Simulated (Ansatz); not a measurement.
**Band-structure calculation, with input and output: Ni**

System: Ni (2 atoms in the cell).
Method: DFT PBE, spin-orbit coupling, plane waves, PAW (Ansatz 0.2.0).

The structure was built on a prototype by a generator; it need not be a known phase. Figures and captions count atoms from 1; the log counts them from 0 in places.

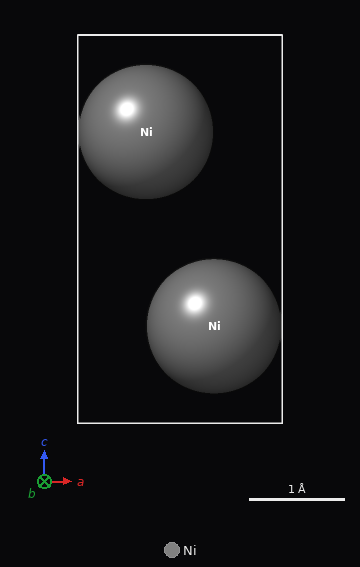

Figure 1. The input geometry (spheres-only view of the cell of the calculation, along the b axis).

The input
```yaml
crystal:
  lattice:
    - [2.4832184774, 0.0, 0.0]
    - [-1.2416092387, 2.1505302846, 0.0]
    - [0.0, 0.0, 4.0885746997]
  atoms:
    - { symbol: Ni, position: [0.3333333333, 0.6666666667, 0.75], spin: 0.72, spin_axis: [0.0, 0.0, 1.0] }
    - { symbol: Ni, position: [0.6666666667, 0.3333333333, 0.25], spin: 0.72, spin_axis: [0.0, 0.0, 1.0] }
basis:
  ecutwfc: 600
  ecutrho_ratio: 5
kpoints:
  mp_grid: { grid: [20, 20, 10] }
  band_path:
    path:
      - [[0.0, 0.0, 0.0], [0.5, 0.0, 0.0], [0.33333333, 0.33333333, 0.0], [0.0, 0.0, 0.0], [0.0, 0.0, 0.5], [0.5, 0.0, 0.5], [0.33333333, 0.33333333, 0.5], [0.0, 0.0, 0.5]]
      - [[0.5, 0.0, 0.5], [0.5, 0.0, 0.0]]
      - [[0.33333333, 0.33333333, 0.5], [0.33333333, 0.33333333, 0.0]]
    npoints: 10
hamiltonian:
  xc: pbe
scf:
  occupations: { method: gaussian, width: 0.05 }
  lower_state_search: "off"
  n_extra_bands: 26
output:
  forces: true
  stress: true
  eigenvalues: true
  populations: true
  dos: { projected: true, de: 0.02, nscf_kmesh: { grid: [30, 30, 15] } }
  bader: true
magnetization:
  noncollinear: true
  spin_orbit: true
checkpoint:
  read: start.run
  write: ck
  compress: false
  write_wavefunctions: false
  write_every: 100000
```

Launched with:
```bash
ansatz run input.yaml --threads 4 --pin off --max-ram 8192MiB --backend cpu --events-out ev --progress --plain --runs-dir out
```

Log
```
Warning: output.stress: scf.convergence.dr2_threshold = 1e-7 eV (the SCF's general default) is looser than the 2e-10 eV advised for a printed stress (1e-10 eV for each atom of the cell: 2). What an SCF threshold leaves in a stress goes as its square root, and in the free energy as the threshold itself, and one threshold admits the most on a small cell: of the crystals measured, under no hybrid functional and no lock of the moments, on runs that ended without the residual-converged pass, on stresses that held no estimate of that error, the worst erred by over 100 MPa in a component at 1e-7 eV an atom and by under 5 at 1e-10. Set scf.convergence.dr2_threshold to 2e-10 eV or tighter. The threshold is an SCF's pass mark: one that does not reach it within its budget of iterations ends unconverged, or closes short of it on a stop that the run arms, and scf.convergence.dr2_threshold's page says what that costs each kind of run
Warning: checkpoint.read: spin seed differs: saved ae878e6ed41b…, current 0fbcd6170a23…; the loaded state replaces the seed-built initial guess (but the starting_ns of a DFT+U solve that opens without the state's occupation matrices), so the run may converge into the producing seed's basin, or, where the symmetry group that follows from this deck's starting moments and starting_ns does not hold the saved magnetisation, lose that magnetisation at its first build. Where atoms have moved since the state was saved, this difference can also decide whether moments are moved with them. A self-consistent run of this deck without the state starts from its starting moments and, under a DFT+U term, its starting_ns
scf.n_extra_bands = 26 over 36 filled bands (N_el = 36.0): the run solves 62 bands
Engine: ansatz 0.2.0, x86_64-unknown-linux-gnu
Pseudopotentials: kind: paw_fr
Pseudopotential: Ni, paw_fr, valence charge 18, recommended cutoff 420 eV (normal), Ni.paw.azcp#standard-fr
Functional definition: PBE
  parameter kappa = 0.804
  parameter beta = 0.06672455060314922
  exchange = pbe_x(kappa = kappa, mu = beta*pi^2/3)
  correlation = pbe_c(beta = beta)
Crystal: 2 atoms, lattice volume = 21.834 Å³
Basis set: ecut = 600 eV, 701 PW (Γ), exchange–correlation on 48×48×80 points (8 copies of the dense FFT grid, shifted against one another)
Bands: 62, of which v1, the nominal top of the filled ones, is band 36 counted from 1 (35 counted from 0)
Symmetry: 12 space group operations + 12 with time reversal
Magnetic group: BNS 194.270 (UNI 1500), of the structure as read, at distance tolerance 2.8e-5 Å
k-points: 264 of 4000 (time reversal used)
Projection manifold: j_resolved (fully-relativistic pseudo-atomic orbitals)
Non-local potential: Ni, projectors of the file, l = 0: 3, l = 1: 4, l = 2: 6, l = 3: 2
PAW form: soft (Blöchl's): semilocal exchange-correlation on the pseudo side does not see the compensation charge
PAW one-centre angular grid: Ni, 590 points (default); XC on 64 Gauss nodes
Initial density: read from a saved state, or passed on in memory by an earlier SCF of this step, an earlier step, the calling program or the single point that the run made first
Starting moments: Σ|m| = 1.44 μB on 2 of 2 sites; this step starts from the density that it was given
Initial wavefunctions: pseudopotential atomic-orbital guess
Functional: x = pbe(κ = 0.804, μ = 0.2195149727645171), c = pbe(β = 0.06672455060314922)
iter 1 solved again at ethr=1.15e-9 eV; its pass at ethr=3.10e-3 eV (dr2=4.16e-7 eV) is discarded
SCF iter   1: F=—  HF=-11680.015607 eV  |F-HF|=—  |Δ(HF+E_count)|=         —  Δρ=1.41e-6  dr2=2.13e-10  dr2_m=2.58e-11  ethr=1.15e-9  |M|=1.27e0 ∫|m|=1.45e0 μB  |m|>n=0.0e0 m-floor=0.0e0 τ_xc=7.8e-5 mc-row=0.0e0  β_m=0.30  ⟨swp⟩=5.4  Hψ=164487  notcnv=0  defer=6
preconditioner: auto → none  [metal: Δε(μ)=0.003 eV  Ē_g=20.422 eV  σ=0.050 eV  W_gap=0.03  n_scr=8 (ndim 8)  ℏωp=35.5 eV  f_vac=0.000  D(μ)=4.53/eV (n_scr^D=96)]
SCF iter   2: F=-11680.015607 eV  HF=-11680.015607 eV  |F-HF|=2.36e-11  |Δ(HF+E_count)|=   1.53e-7  Δρ=5.97e-7  dr2=4.11e-11  dr2_m=1.05e-11  ethr=1.00e-12  |M|=1.27e0 ∫|m|=1.45e0 μB  |m|>n=0.0e0 m-floor=0.0e0 τ_xc=7.8e-5 mc-row=0.0e0  ⟨swp⟩=7.1  Hψ=59833  notcnv=0
SCF 1 converged in 2 iterations: F = -11680.015607 eV  dr2 = 4.11e-11
  greatest PAW one-centre occupation: 1.000 electrons in one spin orbital (limit 2), on the Ni atom at site 1 (counted from 0), in its partial waves of l = 1
NSCF: frozen V_eff on 93 k-points
NSCF: frozen V_eff on 728 k-points
SCF converged after 2 iterations
Magnetization: |M| = 1.2749 μB,  M = (+0.0000, +0.0000, +1.2749) μB
Absolute magnetization: 1.4564 μB (∫|m|, with the PAW one-centre terms)
  site 0: m = (+0.0000, -0.0000, +0.6762) μB, |m| = 0.6762 μB  (R = 1.02 Å)
  site 1: m = (+0.0000, -0.0000, +0.6762) μB, |m| = 0.6762 μB  (R = 1.02 Å)
Free energy (F): -11680.015607 eV
Harris-Foulkes:  -11680.015607 eV  (|F-HF|=2.36e-11)
Internal energy: -11680.009951 eV  (E = F + TS)
E sigma→0 (E₀):  -11680.012779 eV
Entropy (-TS):   -0.005656 eV (-2.828 meV/atom)
Fermi energy:    18.134500 eV
--- Per-component energies (eV) ---
  E_band       = -570.999097
  E_kinetic    = 564.080723
  E_local      = -6887.213206  (includes V_loc(G=0)·N_el)
  E_nonlocal   = 1272.030352
  E_hartree    = 2875.364569
  E_xc         = -169.499836
  E_vxc        = -218.563966  (∫ρ·V_xc dr)
  E_paw        = -3260.664364  (= ΣΔE_a)
  E_vpaw       = -1052.061602  (= ΣTr[D̂ρ^β])
  E_aug_tail   = 0.000150  (compensation charges beyond the density's cutoff)
  E_ewald      = -6074.108338
  E_smearing   = -0.005656  (= −TS)
  E_closure    = 0.000000  (closes the sum)
  Σ components = -11680.015607   (vs F -11680.015607, Δ=0.00e0)
--- Forces (eV/Å), atoms counted from 1 ---
  atom   1  Ni     0.00000000     0.00000000     0.00000000
  atom   2  Ni    -0.00000000    -0.00000000     0.00000000
  max |Σ_I F_I| component: 4.63e-18 eV/Å
--- Stress (GPa, compression-positive) ---
       -0.000645      -0.000000       0.000000
       -0.000000      -0.000645       0.000000
        0.000000       0.000000       0.000769
  P = ⅓ Tr σ = -0.0002 GPa (-0.002 kbar)
--- Band table (eV; the first three rows and the last of 264) ---
  k-point 0: bands = ["-85.5517", "-85.5199", "-84.7057", "-84.6728", "-47.1547", "-47.0925", "-46.9411", "-46.8213", "-45.1332", "-45.1023", "-44.8602", "-44.7399", "-44.6605", "-44.4758", "-44.3070", "-44.2751", "8.9622", "9.0011", "13.2244", "13.6179", "15.6399", "15.6655", "15.8497", "15.9227", "16.1157", "16.2670", "16.3479", "16.4526", "16.4982", "16.5335", "16.6839", "16.8191", "17.1091", "17.2028", "17.3312", "17.4430", "17.5693", "17.6301", "18.0710", "18.1777", "23.5743", "23.9925", "40.4115", "40.5555", "42.3589", "42.4595", "42.5517", "42.6483", "43.0870", "43.1995", "43.3443", "43.4393", "43.8059", "43.8159", "43.9046", "43.9105", "48.0112", "48.1046", "48.7473", "48.7562", "48.8115", "48.8203"]
  k-point 1: bands = ["-85.5509", "-85.5206", "-84.7049", "-84.6736", "-47.1531", "-47.0940", "-46.9381", "-46.8242", "-45.1324", "-45.1031", "-44.8574", "-44.7430", "-44.6561", "-44.4804", "-44.3062", "-44.2759", "9.0590", "9.0978", "13.1791", "13.5427", "15.6176", "15.6509", "15.8238", "15.9032", "16.0921", "16.2717", "16.3319", "16.4799", "16.5074", "16.5241", "16.6797", "16.7933", "17.1667", "17.2428", "17.2442", "17.2502", "17.3450", "17.4347", "18.0691", "18.1698", "24.1842", "24.5538", "40.3782", "40.5321", "42.0354", "42.0684", "42.4508", "42.5502", "42.6462", "42.7416", "43.1563", "43.2580", "43.8432", "43.8585", "43.9394", "43.9507", "48.4392", "48.4401", "48.4804", "48.4814", "48.7965", "48.8078"]
  k-point 2: bands = ["-85.5487", "-85.5229", "-84.7025", "-84.6760", "-47.1486", "-47.0983", "-46.9294", "-46.8325", "-45.1302", "-45.1053", "-44.8491", "-44.7518", "-44.6433", "-44.4938", "-44.3040", "-44.2782", "9.3461", "9.3845", "13.0056", "13.2752", "15.5555", "15.6216", "15.7765", "15.8503", "16.0285", "16.2357", "16.2996", "16.4593", "16.4595", "16.5013", "16.6228", "16.6486", "16.7163", "16.7264", "17.3063", "17.3150", "17.3717", "17.4082", "18.0527", "18.1421", "25.6726", "25.9631", "39.5789", "39.6188", "40.6680", "40.7435", "42.6684", "42.7422", "42.7785", "42.8438", "42.9252", "43.0172", "43.9539", "43.9834", "44.0429", "44.0686", "47.7627", "47.7671", "47.7795", "47.7831", "49.1053", "49.2035"]
  k-point 263: bands = ["-85.5102", "-85.5102", "-84.6629", "-84.6629", "-47.2089", "-47.2063", "-46.9217", "-46.9210", "-45.2446", "-45.2403", "-44.8537", "-44.8484", "-44.5916", "-44.5705", "-44.4179", "-44.3997", "14.4856", "14.4912", "14.7814", "14.8067", "14.9796", "14.9844", "15.2730", "15.3062", "15.3420", "15.4115", "15.8073", "15.9104", "16.3318", "16.4699", "17.0224", "17.1602", "17.3947", "17.4254", "18.1809", "18.2095", "23.2502", "23.2668", "23.4776", "23.4829", "25.2059", "25.2313", "25.4552", "25.4729", "27.2211", "27.2431", "27.4384", "27.4619", "40.0100", "40.0343", "40.0609", "40.0832", "41.4630", "41.4659", "41.4864", "41.4880", "44.9181", "44.9281", "44.9689", "44.9789", "54.1652", "54.1741"]
--- Löwdin populations: 2 sites ---
  site symbol       q [e]
     0     Ni     17.7827
     1     Ni     17.7827
  spilling = 0.012074 (of n_electrons = 36.000000)
--- Bader charges: 2 sites ---
  site symbol  charge [e]  shift [e]  m_x [muB]  m_y [muB]  m_z [muB]
     0     Ni      0.0000     0.0000     0.0000     0.0000     0.6375
     1     Ni      0.0000     0.0000     0.0000     0.0000     0.6375
  estimated error of the sums over rays = 1.6e-5 e
```

File populations.tsv
```
# site	symbol	l	j	q
# orbitals = lowdin
# n_electrons = 36.000000
# spilling = 0.012074
0	Ni	0_3S	0.5	1.996142
0	Ni	0_4S	0.5	0.957388
0	Ni	1_3P	0.5	1.999438
0	Ni	1_3P	1.5	3.998735
0	Ni	2_3D	1.5	3.579913
0	Ni	2_3D	2.5	5.251044
1	Ni	0_3S	0.5	1.996142
1	Ni	0_4S	0.5	0.957388
1	Ni	1_3P	0.5	1.999438
1	Ni	1_3P	1.5	3.998735
1	Ni	2_3D	1.5	3.579913
1	Ni	2_3D	2.5	5.251044
```

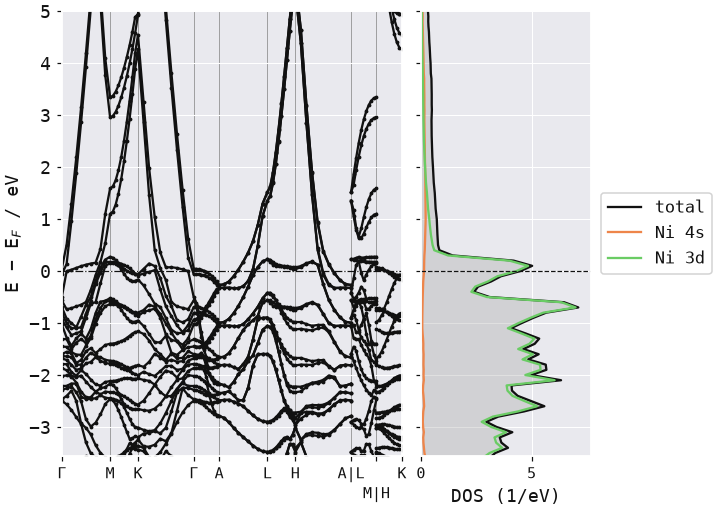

Figure 2. Band structure along Γ–M–K–Γ–A–L–H–A|L–M|H–K and density of states (projected on Löwdin-orthogonalised atomic shells), with energies from the Fermi level. Bands cross the Fermi level: a metal at this level of theory.

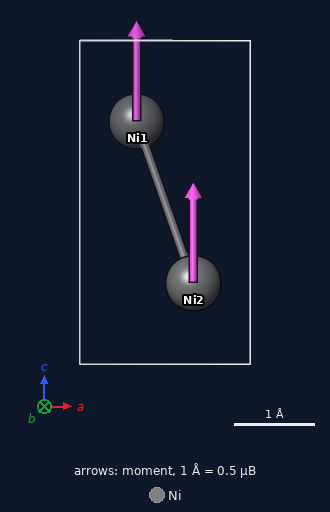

Figure 3. Magnetic moments of the sites as pink arrows (ball-and-stick view of the cell of the calculation, along the b axis; atoms are numbered from 1 in the order of the input); small moments hardly show. Site moments: Ni1, Ni2 (0.65 μB). They are counted near the atoms and needn't add up to the moment of the cell.

Results in brief

| quantity | value |
| --- | --- |
| outcome | converged |
| space group (tolerance 0.01 Å) | P6₃/mmc (194) |
| electrons treated | 36 |
| free energy | −11680.0156 eV |
| Fermi energy | 18.134 eV |
| gap on the k-point mesh | none (metallic) |
| net moment of the cell | 1.27 μB |
| integrated absolute moment | 1.46 μB |
| pressure | 0.00 GPa |
| largest force (length of the vector) | under 0.001 eV/Å |
| hardware | 4 threads of an x86-64 CPU, shared host |
| wall time | 74 s (CPU time 4.8 min) |
| peak memory | 2.1 GiB |

Remarks

The program warns: the SCF threshold is looser than advised for the printed stress.
